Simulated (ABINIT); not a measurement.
HfC: optical-spectrum calculation (part 2 of 2)

HfC (2 atoms in the cell); Kohn-Sham DFT of a periodic cell, PBE, PseudoDojo NC SR PBE v0.4.1 standard, no spin polarisation (ABINIT 10.8.3); cutoff 843.55 eV, 6×6×6 k-mesh, fermi-dirac of 0.05 eV. The structure derives from an entry of the Crystallography Open Database.

Geometry of the input (Å; fractional positions):
```
0.0000  2.3250  2.3250
2.3250  0.0000  2.3250
2.3250  2.3250  0.0000
Hf 0.5000  0.5000  0.5000
C  0.0000  0.0000  0.0000
```

### Output, continued
```
--- !ResultsGS
iteration_state: {dtset: 1, }
comment   : Summary of ground state results
lattice_vectors:
- [  0.0000000,   4.3936132,   4.3936132, ]
- [  4.3936132,   0.0000000,   4.3936132, ]
- [  4.3936132,   4.3936132,   0.0000000, ]
lattice_lengths: [   6.21351,    6.21351,    6.21351, ]
lattice_angles: [ 60.000,  60.000,  60.000, ] # degrees, (23, 13, 12)
lattice_volume:   1.6962719E+02
convergence: {deltae: -4.547E-13, res2:  7.279E-16, residm:  9.541E-05, diffor: null, }
etotal    :  -6.25039830E+01
entropy   :   0.00000000E+00
fermie    :   4.13508836E-01
cartesian_stress_tensor: # hartree/bohr^3
- [  2.50079350E-05,   0.00000000E+00,   0.00000000E+00, ]
- [  0.00000000E+00,   2.50079350E-05,   0.00000000E+00, ]
- [  0.00000000E+00,   0.00000000E+00,   2.50079350E-05, ]
pressure_GPa:  -7.3576E-01
xred      :
- [  5.0000E-01,   5.0000E-01,   5.0000E-01, Hf]
- [  0.0000E+00,   0.0000E+00,   0.0000E+00,  C]
cartesian_forces: # hartree/bohr
- [ -0.00000000E+00,  -0.00000000E+00,  -0.00000000E+00, ]
- [ -0.00000000E+00,  -0.00000000E+00,  -0.00000000E+00, ]
force_length_stats: {min:   0.00000000E+00, max:   0.00000000E+00, mean:   0.00000000E+00, }
...

 Integrated electronic density in atomic spheres:
 ------------------------------------------------
 Atom  Sphere_radius  Integrated_density
    1        2.00000          8.44081829
    2        2.00000          3.90443240
================================================================================

 ----iterations are completed or convergence reached----

 Mean square residual over all n,k,spin=   37.520E-08; max=  95.407E-06
 reduced coordinates (array xred) for    2 atoms
       0.500000000000      0.500000000000      0.500000000000
       0.000000000000      0.000000000000      0.000000000000
 rms dE/dt=  0.0000E+00; max dE/dt=  0.0000E+00; dE/dt below (all hartree)
    1       0.000000000000      0.000000000000      0.000000000000
    2       0.000000000000      0.000000000000      0.000000000000

 cartesian coordinates (angstrom) at end:
    1      2.32500000000000     2.32500000000000     2.32500000000000
    2      0.00000000000000     0.00000000000000     0.00000000000000

 cartesian forces (hartree/bohr) at end:
    1     -0.00000000000000    -0.00000000000000    -0.00000000000000
    2     -0.00000000000000    -0.00000000000000    -0.00000000000000
 frms,max,avg= 0.0000000E+00 0.0000000E+00   0.000E+00  0.000E+00  0.000E+00 h/b

 cartesian forces (eV/Angstrom) at end:
    1     -0.00000000000000    -0.00000000000000    -0.00000000000000
    2     -0.00000000000000    -0.00000000000000    -0.00000000000000
 frms,max,avg= 0.0000000E+00 0.0000000E+00   0.000E+00  0.000E+00  0.000E+00 e/A
 length scales=  1.889726125908  1.889726125908  1.889726125908 bohr
              =  1.000000000000  1.000000000000  1.000000000000 angstroms
 Fermi (or HOMO) energy (hartree) =   0.41351   Average Vxc (hartree)=  -0.46728
 Eigenvalues (hartree) for nkpt=  28  k points:
 kpt#   1, nband= 12, wtk=  0.02778, kpt= -0.0833 -0.1667  0.0000 (reduced coord)
  -1.83309   -0.67876   -0.67480   -0.67442   -0.01848    0.35142    0.39080    0.39977
   0.45824    0.51670    0.52397    0.57748
      occupation numbers for kpt#   1
   2.00000    2.00000    2.00000    2.00000    2.00000    2.00000    1.99999    1.99887
   0.00000    0.00000    0.00000    0.00000
 prteigrs : prtvol=0 or 1, do not print more k-points.

--- !EnergyTerms
iteration_state     : {dtset: 1, }
comment             : Components of total free energy in Hartree
kinetic             :  1.85161629495087E+01
hartree             :  6.57148087401404E+00
xc                  : -1.64350016071415E+01
Ewald energy        : -4.76937911062967E+01
psp_core            :  2.47675002590090E+00
local_psp           : -2.84825741395016E+01
non_local_psp       :  2.54315436427927E+00
internal            : -6.25038186392369E+01
'-kT*entropy'       : -1.64323481480438E-04
total_energy        : -6.25039829627184E+01
total_energy_eV     : -1.70082002231075E+03
band_energy         : -5.79911135915161E+00
...

 Cartesian components of stress tensor (hartree/bohr^3)
  sigma(1 1)=  2.50079350E-05  sigma(3 2)=  0.00000000E+00
  sigma(2 2)=  2.50079350E-05  sigma(3 1)=  0.00000000E+00
  sigma(3 3)=  2.50079350E-05  sigma(2 1)=  0.00000000E+00

-Cartesian components of stress tensor (GPa)         [Pressure= -7.3576E-01 GPa]
- sigma(1 1)=  7.35758849E-01  sigma(3 2)=  0.00000000E+00
- sigma(2 2)=  7.35758849E-01  sigma(3 1)=  0.00000000E+00
- sigma(3 3)=  7.35758849E-01  sigma(2 1)=  0.00000000E+00

================================================================================
== DATASET  2 ==================================================================

--- !DatasetInfo
iteration_state: {dtset: 2, }
dimensions: {natom: 2, nkpt: 28, mband: 20, nsppol: 1, nspinor: 1, nspden: 1, mpw: 1407, }
cutoff_energies: {ecut:  31.0, pawecutdg:  -1.0, }
electrons: {nelect:   1.60000000E+01, charge:   0.00000000E+00, occopt:   3.00000000E+00, tsmear:   1.83747000E-03, }
meta: {optdriver: 0, ionmov: 0, optcell: 0, iscf: -3, paral_kgb: 0, }
...

 mkfilename : getden/=0, take file _DEN from output of DATASET   1.

 Exchange-correlation functional for the present dataset will be:
  GGA: Perdew-Burke-Ernzerhof functional - ixc=11
  J.P.Perdew, K.Burke, M.Ernzerhof, PRL 77, 3865 (1996)

 Real(R)+Recip(G) space primitive vectors, cartesian coordinates (Bohr,Bohr^-1):
 R(1)=  0.0000000  4.3936132  4.3936132  G(1)= -0.1138016  0.1138016  0.1138016
 R(2)=  4.3936132  0.0000000  4.3936132  G(2)=  0.1138016 -0.1138016  0.1138016
 R(3)=  4.3936132  4.3936132  0.0000000  G(3)=  0.1138016  0.1138016 -0.1138016
 Unit cell volume ucvol=  1.6962719E+02 bohr^3
 Angles (23,13,12)=  6.00000000E+01  6.00000000E+01  6.00000000E+01 degrees

 getcut: wavevector=  0.0000  0.0000  0.0000  ngfft=  32  32  32
         ecut(hartree)=     31.000   => boxcut(ratio)=   2.05479
--------------------------------------------------------------------------------

================================================================================

--- !BeginCycle
iteration_state: {dtset: 2, }
solver: {iscf: -3, nstep: 120, nline: 4, wfoptalg: 0, }
tolerances: {tolwfr: 1.00E-12, }
...

     iter   Etot(hartree)      deltaE(h)  residm     vres2
 Non-SCF case, kpt    1 ( -0.08333 -0.16667  0.00000), residuals and eigenvalues=
  6.06E-13  8.23E-13  4.02E-13  2.36E-13  4.16E-13  4.38E-13  8.08E-14  6.51E-13
  9.60E-13  4.19E-13  7.74E-13  1.15E-13  3.79E-13  1.74E-13  4.80E-13  4.72E-13
  1.17E-13  6.08E-12  1.44E-09  2.19E-04
 -1.8331E+00 -6.7876E-01 -6.7480E-01 -6.7442E-01 -1.8479E-02  3.5142E-01
  3.9080E-01  3.9977E-01  4.5824E-01  5.1670E-01  5.2397E-01  5.7748E-01
  6.2702E-01  7.1973E-01  8.7548E-01  1.1388E+00  1.1656E+00  1.2385E+00
  1.3000E+00  1.4569E+00
 prteigrs : prtvol=0 or 1, do not print more k-points.

--- !ResultsGS
iteration_state: {dtset: 2, }
comment   : Summary of ground state results
lattice_vectors:
- [  0.0000000,   4.3936132,   4.3936132, ]
- [  4.3936132,   0.0000000,   4.3936132, ]
- [  4.3936132,   4.3936132,   0.0000000, ]
lattice_lengths: [   6.21351,    6.21351,    6.21351, ]
lattice_angles: [ 60.000,  60.000,  60.000, ] # degrees, (23, 13, 12)
lattice_volume:   1.6962719E+02
convergence: {deltae:  0.000E+00, res2:  0.000E+00, residm:  9.983E-13, diffor:  0.000E+00, }
etotal    :  -6.25039830E+01
entropy   :   0.00000000E+00
fermie    :   4.13508836E-01
cartesian_stress_tensor: null
pressure_GPa: null
xred      :
- [  5.0000E-01,   5.0000E-01,   5.0000E-01, Hf]
- [  0.0000E+00,   0.0000E+00,   0.0000E+00,  C]
cartesian_forces: null
force_length_stats: {min: null, max: null, mean: null, }
...

 Integrated electronic density in atomic spheres:
 ------------------------------------------------
 Atom  Sphere_radius  Integrated_density
    1        2.00000          8.44081830
    2        2.00000          3.90443237
================================================================================

 ----iterations are completed or convergence reached----

 Mean square residual over all n,k,spin=   40.496E-14; max=  99.828E-14
 reduced coordinates (array xred) for    2 atoms
       0.500000000000      0.500000000000      0.500000000000
       0.000000000000      0.000000000000      0.000000000000

 cartesian coordinates (angstrom) at end:
    1      2.32500000000000     2.32500000000000     2.32500000000000
    2      0.00000000000000     0.00000000000000     0.00000000000000
 length scales=  1.889726125908  1.889726125908  1.889726125908 bohr
              =  1.000000000000  1.000000000000  1.000000000000 angstroms
 Eigenvalues (hartree) for nkpt=  28  k points:
 kpt#   1, nband= 20, wtk=  0.02778, kpt= -0.0833 -0.1667  0.0000 (reduced coord)
  -1.83309   -0.67876   -0.67480   -0.67442   -0.01848    0.35142    0.39080    0.39977
   0.45824    0.51670    0.52397    0.57748    0.62702    0.71973    0.87548    1.13876
   1.16556    1.23852    1.29998    1.45690
      occupation numbers for kpt#   1
   2.00000    2.00000    2.00000    2.00000    2.00000    2.00000    1.99999    1.99887
   0.00000    0.00000    0.00000    0.00000    0.00000    0.00000    0.00000    0.00000
   0.00000    0.00000    0.00000    0.00000
 prteigrs : prtvol=0 or 1, do not print more k-points.

--- !EnergyTerms
iteration_state     : {dtset: 2, }
comment             : Components of total free energy in Hartree
kinetic             :  1.85161628588310E+01
hartree             :  6.57148087401405E+00
xc                  : -1.64350016071415E+01
Ewald energy        : -4.76937911062967E+01
psp_core            :  2.47675002590090E+00
local_psp           : -2.84825741395016E+01
non_local_psp       :  2.54315459390862E+00
internal            : -6.25038185002853E+01
'-kT*entropy'       : -1.64323481678249E-04
total_energy        : -6.25039828237670E+01
...

--- !EnergyTermsDC
iteration_state     : {dtset: 2, }
comment             : '"Double-counting" decomposition of free energy'
band_energy         : -5.79911136652357E+00
Ewald energy        : -4.76937911062967E+01
psp_core            :  2.47675002590090E+00
xc_dc               : -1.14876661923171E+01
internal            : -6.25038186392365E+01
'-kT*entropy'       : -1.64323481678249E-04
total_energy_dc     : -6.25039829627182E+01
...

================================================================================
== DATASET  3 ==================================================================

--- !DatasetInfo
iteration_state: {dtset: 3, }
dimensions: {natom: 2, nkpt: 28, mband: 16, nsppol: 1, nspinor: 1, nspden: 1, mpw: 1407, }
cutoff_energies: {ecut:  31.0, pawecutdg:  -1.0, }
electrons: {nelect:   1.60000000E+01, charge:   0.00000000E+00, occopt:   3.00000000E+00, tsmear:   1.83747000E-03, }
meta: {optdriver: 8, wfk_task: 7, }
...

 mkfilename : getwfk/=0, take file _WFK from output of DATASET   2.

 Exchange-correlation functional for the present dataset will be:
  GGA: Perdew-Burke-Ernzerhof functional - ixc=11
  J.P.Perdew, K.Burke, M.Ernzerhof, PRL 77, 3865 (1996)

--------------------------------------------------------------------------------

 Computation of velocity matrix elements (DDK)

 Parameters extracted from the Abinit header:
    ecut:     31.0
    nkpt:    864
    mband:   20
    nsppol:  1
    nspinor: 1
    useylm:  0
    inclvkb: 2
    bmin: 1, bmax: 20
    Computing diagonal and off-diagonal matrix elements
    Between band index bmin: 1, bmax: 20

== END DATASET(S) ==============================================================
================================================================================

 -outvars: echo values of variables after computation  --------
            acell      1.8897261259E+00  1.8897261259E+00  1.8897261259E+00 Bohr
           etotal1    -6.2503982963E+01
           etotal2    -6.2503982963E+01
           etotal3     0.0000000000E+00
            fcart1    -0.0000000000E+00 -0.0000000000E+00 -0.0000000000E+00
                      -0.0000000000E+00 -0.0000000000E+00 -0.0000000000E+00
            fcart3     0.0000000000E+00  0.0000000000E+00  0.0000000000E+00
                       0.0000000000E+00  0.0000000000E+00  0.0000000000E+00
            rprim      0.0000000000E+00  2.3250000000E+00  2.3250000000E+00
                       2.3250000000E+00  0.0000000000E+00  2.3250000000E+00
                       2.3250000000E+00  2.3250000000E+00  0.0000000000E+00
           strten1     2.5007934989E-05  2.5007934989E-05  2.5007934989E-05
                       0.0000000000E+00  0.0000000000E+00  0.0000000000E+00
           strten3     0.0000000000E+00  0.0000000000E+00  0.0000000000E+00
                       0.0000000000E+00  0.0000000000E+00  0.0000000000E+00
           xangst      2.3250000000E+00  2.3250000000E+00  2.3250000000E+00
                       0.0000000000E+00  0.0000000000E+00  0.0000000000E+00
             xred      5.0000000000E-01  5.0000000000E-01  5.0000000000E-01
                       0.0000000000E+00  0.0000000000E+00  0.0000000000E+00
 Calculation completed.
```

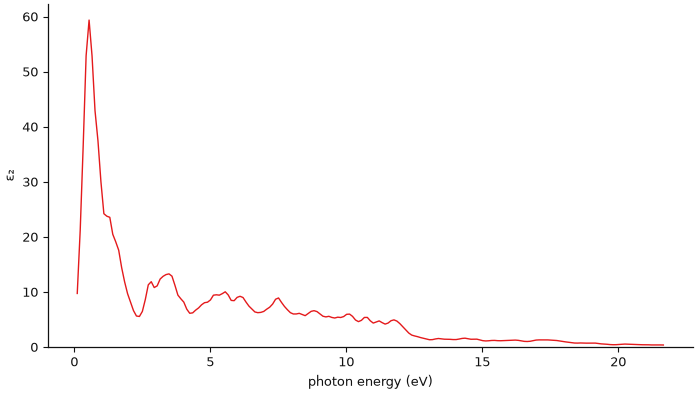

Figure 1. Imaginary part of the dielectric function (first component that the program prints). The highest peak, 59.4, lies at 0.54 eV.
